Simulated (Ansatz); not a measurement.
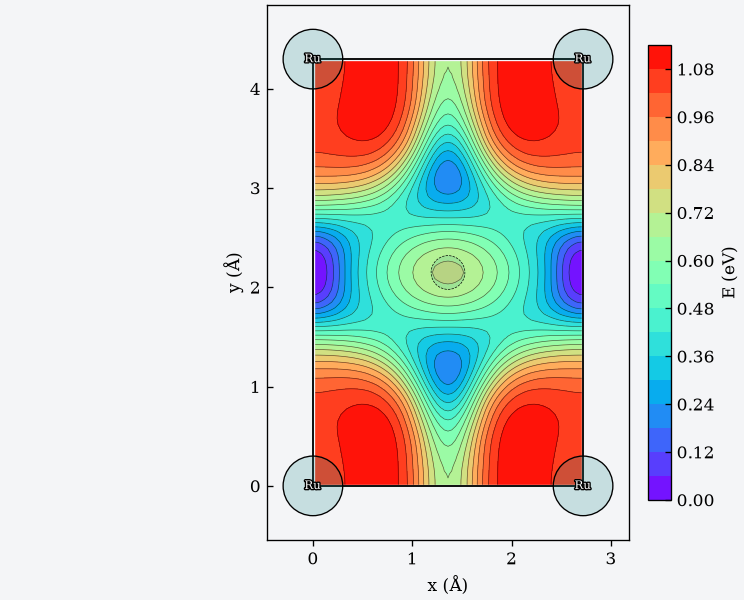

S on a Ru(100) slab cut from the P6_3/mmc phase, its upper half relaxed before the scan (6 atoms of substrate and one adsorbate in a 1 × 1 cell). S is moved over the surface cell; relaxed at each place: the height of the adsorbate's atoms; substrate rigid; the origin of the map has the adsorbate above Ru6. Places are given modulo a cell vector. The map is drawn in real space over the plane of the surface. Grid: 6 × 10 points; 24 points were computed and 36 follow by symmetry. Energies are in eV, from the lowest grid point. With one adsorbate in each 1 × 1 cell, its nearest image is 2.7 Å away, so neighbouring adsorbates interact. Method: DFT PBE, scalar-relativistic, plane waves, PAW (Ansatz 0.2.0). Settings: cutoff 420 eV, k-mesh 10×6×1, gaussian smearing 0.1 eV, no spin polarisation.

The picture shows filled contours, labelled circles for the atoms of the top layer and small ones for the second layer, the outline of one cell of the plane. Between grid points the surface is interpolated.

The lowest grid point is at the trough between two rows of top atoms, (0/6, 5/10) of the cell vectors. There is a further well near (3/6, 3/10) of the cell vectors [nearest 1 Ru at 2.28 Å] (0.21 eV above the lowest at that grid point). The highest grid point, (1/6, 1/10) of the cell vectors [nearest 1 Ru at 2.21 Å], lies 1.12 eV above the lowest. On the interpolated surface the easiest way out of the lowest well to the well at about (0.50, 0.28) of the cell vectors passes a barrier of about 0.45 eV. At the lowest point the adsorbate has 2 Ru at 2.33 Å as nearest neighbours, at the highest 1 Ru at 2.21 Å. Its relaxed height above the top atom is 1.24 Å at the lowest and 2.12 Å at the highest point.

S is replaced by Si; all else is set up alike.

Question: What will the new map look like?

Answer: The lowest place stays at the trough between two rows of top atoms, (0/6, 5/10) of the cell vectors. The highest place moves from (1/6, 1/10) of the cell vectors [nearest 1 Ru at 2.21 Å] to the top site over a surface Ru atom, (0/6, 0/10) of the cell vectors. The span from the lowest to the highest grid point grows from 1.12 to 1.44 eV. The easiest pass out of the lowest well goes from about 0.45 to about 0.43 eV on the interpolated surfaces. Higher wells of the new map: (3/6, 3/10) of the cell vectors [nearest 3 Ru at 2.46 Å], 0.39 eV up (that grid point lay 0.21 eV up before). In the new map: at the lowest point the adsorbate has 2 Ru at 2.48 Å as nearest neighbours, at the highest 1 Ru at 2.26 Å. Its relaxed height above the top atom is 1.42 Å at the lowest and 2.26 Å at the highest point.

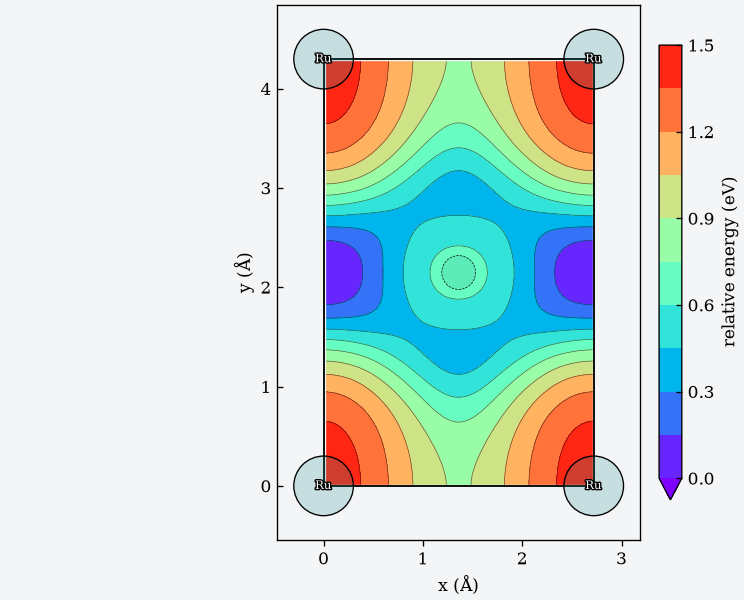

The map after the change, on a colour scale of its own. Drawn: filled contours, labelled circles for the atoms of the top layer and small ones for the second layer, the outline of one cell of the plane. Between grid points the surface is interpolated.

PAW datasets: the set soft_1.
